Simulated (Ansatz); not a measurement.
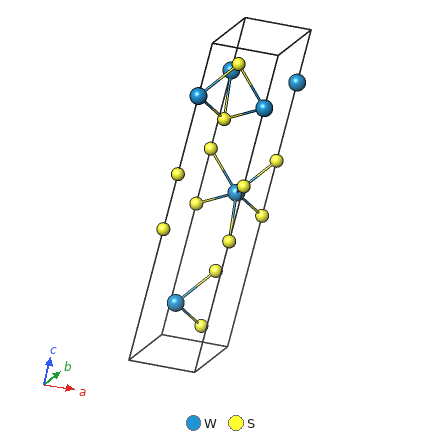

Four computed energy maps of cells of WS₂. The picture above is the structure of the first map.

Map 1

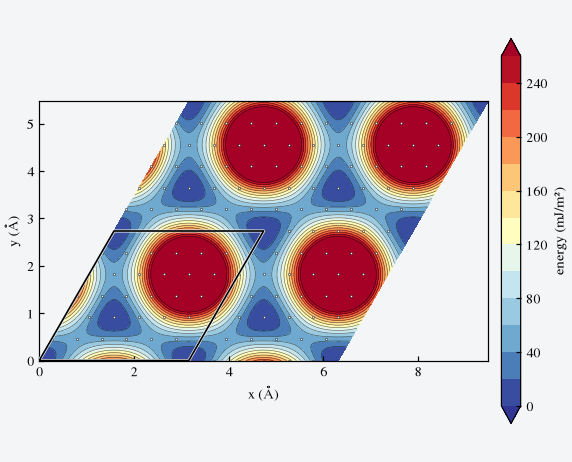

WS₂ (R3m, No. 160; 9 atoms in the cell). Gamma surface: rigid slide across a plane, one fault a cell; the plane is (0 0 −1) of the conventional cell, and the faces at the cut hold S and S. Places are given modulo a cell vector. The map is drawn in real space over the plane of the slide. Nothing is relaxed (rigid halves, spacing across the cut fixed). Grid: 6 × 6 points; 10 points were computed and 26 follow by symmetry. Energies: mJ/m², counted from the lowest grid point. This map comes from DFT PBE+D3(BJ), scalar-relativistic, plane waves, PAW (Ansatz 0.2.0). Settings: cutoff 420 eV, k-mesh 10×10×2 in the order of the run's cell vectors, gaussian smearing 0.05 eV, no spin polarisation.

Drawn: filled contours, dots at the grid points, the outline of one cell of the 2 × 2 shown, one colour for all values above the top of the scale. Between grid points the surface is interpolated.

Map 2

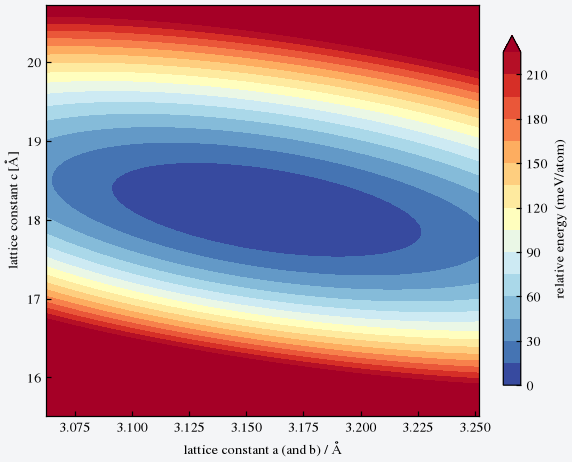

WS₂ (R3m, No. 160; 3 atoms in the cell). 
- The energy is mapped over the lattice constants a and c of the conventional cell.
- The first coordinate is: lattice constant a (and b); the second: lattice constant c.
- Nothing is relaxed (fractional coordinates fixed).
- The grid has 7 × 7 points.
- Points are written as (first, second).
- Energies: meV/atom, counted from the lowest grid point.
- The band gap closes in part of the range.
- Theory: Ansatz 0.2.0, DFT PBE+D3(BJ), scalar-relativistic, plane waves, PAW. Settings: cutoff 420 eV, k-mesh 12×12×12, gaussian smearing 0.05 eV, no spin polarisation.

The picture shows filled contours, one colour for all values above the top of the scale. Between grid points the surface is interpolated.

Map 3

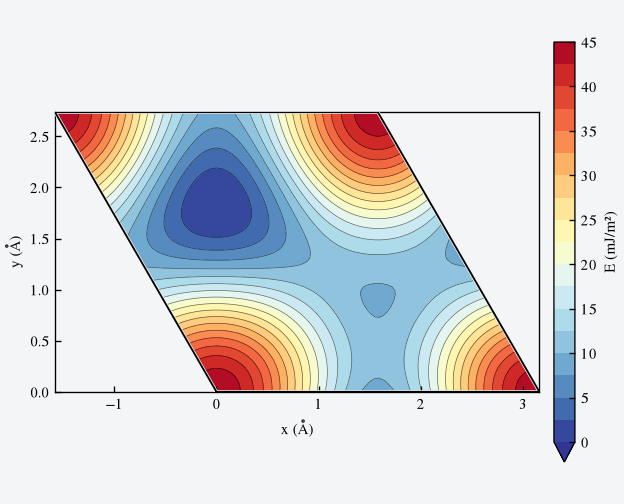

A bilayer of two WS₂ sheets (1H type), the upper one turned by 180 degrees about the normal (6 atoms in the cell). The upper layer of a bilayer is slid over the lower one; relaxed at each slide: nothing; the origin of the map has S4 above S3; the distance between the facing planes is held at 3.64 Å. Places are given modulo a cell vector. The map is drawn in real space over the plane of the slide. The scan uses a 6 × 6 grid; 10 points were computed and 26 follow by symmetry. All energies are given in mJ/m² relative to the lowest grid point. At a held distance the lowest stacking need not be the one that binds best once the distance relaxes. These are results of DFT PBE+D3(BJ), scalar-relativistic, plane waves, PAW (Ansatz 0.2.0), not measurements. Settings: cutoff 420 eV, k-mesh 9×9×1, gaussian smearing 0.05 eV, no spin polarisation.

Drawn: filled contours, the outline of one cell of the plane. Between grid points the surface is interpolated.

Map 4

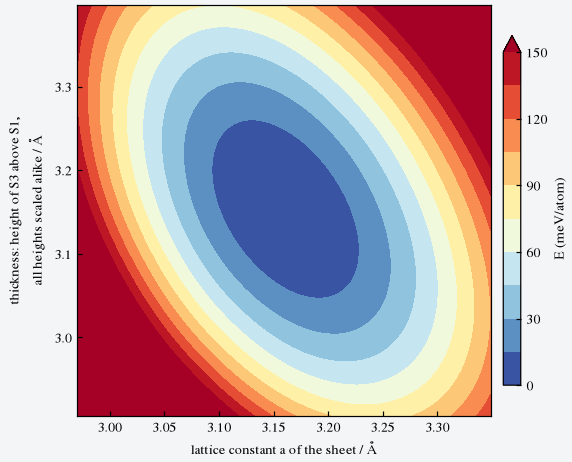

A two-dimensional sheet of WS₂ (3 atoms in the cell). The lattice constant and the thickness of a sheet are varied, nothing relaxed. The first coordinate is: lattice constant a of the sheet (both vectors scaled alike); the second: thickness: height of S3 above S1, all heights scaled alike. The grid has 7 × 7 points. Points are written as (first, second). All energies are given in meV/atom relative to the lowest grid point. Computed with DFT PBE+D3(BJ), scalar-relativistic, plane waves, PAW in Ansatz 0.2.0. Settings: cutoff 420 eV, k-mesh 12×12×1, gaussian smearing 0.02 eV, no spin polarisation.

In the figure: filled contours, one colour for all values above the top of the scale. Between grid points the surface is interpolated.

> Summarise the maps one by one.

Map 1: The lowest grid point is at (0/6, 0/6) of the cell vectors. There is a further well near (2/6, 2/6) of the cell vectors (1.4 mJ/m² above the lowest at that grid point). These are metastable stacking faults of the rigid slide. The highest grid point, (4/6, 4/6) of the cell vectors, lies 511 mJ/m² above the lowest. On the interpolated surface the easiest way out of the lowest well to the well at (2/6, 2/6) of the cell vectors passes a barrier of about 48 mJ/m². The gap on the k-mesh is 0.9 eV at the lowest point and runs from 0.8 to 0.9 eV over the map.
Map 2: The lowest grid point is at (3.157 Å, 18.12 Å). No other kind of well shows on this grid. The highest grid point, (3.062 Å, 15.51 Å), lies 649 meV/atom above the lowest.
Map 3: The lowest grid point is at (2/6, 4/6) of the cell vectors. The highest grid point, (0/6, 0/6) of the cell vectors, lies 44.4 mJ/m² above the lowest. Facing atoms of the upper layer at the lowest point: S above W of a deeper plane, the W behind them above S; at the highest: S above S.
Map 4: The lowest grid point is at (3.160 Å, 3.152 Å). No other kind of well shows on this grid. The highest grid point, (2.970 Å, 2.906 Å), lies 452 meV/atom above the lowest. Round the minimum the valley is somewhat tilted: raising the first coordinate shifts the best value of the second coordinate downwards (coupling k₁₂/√(k₁₁k₂₂) about 0.5).

> Maps 1, 2 start from a relaxed reference structure. Do they show a way to lower its energy?

No. In each of them the reference is the lowest point, within the accuracy of the grid, so it is stable against the distortions scanned (other distortions weren't tried).

PAW datasets: the set soft_1.
